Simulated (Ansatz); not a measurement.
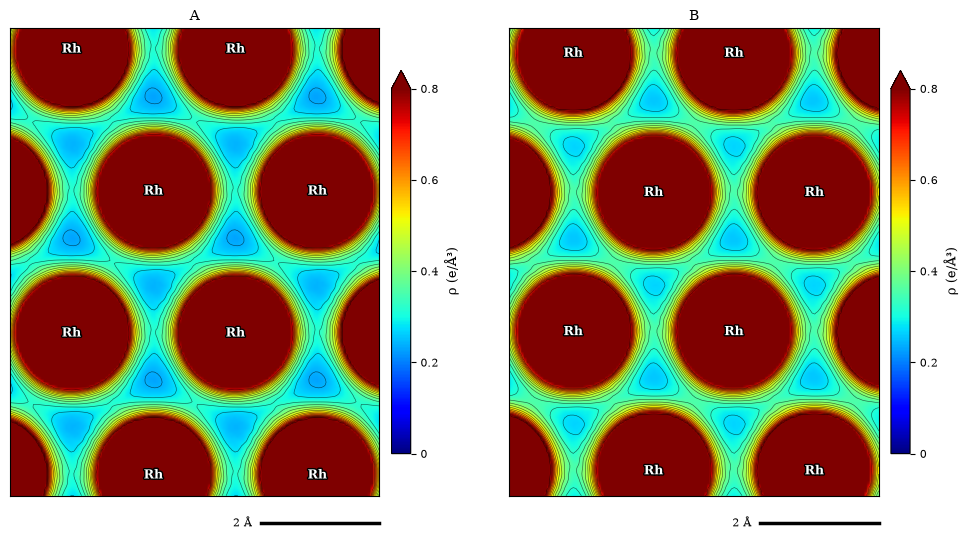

Rh. The valence charge density (pseudo) of two cells that differ in size, on the (001) plane of each (indices in the axes of the calculation cell), at one length scale and on one colour scale: A has 14.9 Å³ an atom and B 14.0.

All numbers below come from Kohn-Sham DFT of a periodic cell, r2SCAN, Ansatz PAW in Ansatz.

> What changes from the larger cell to the smaller?

From the larger cell to the smaller, Rh–Rh goes from 2.77 to 2.71 Å, and the density at its midpoint from 0.32 to 0.35 e/Å³; the pressure goes from −18 to −4.8 GPa.
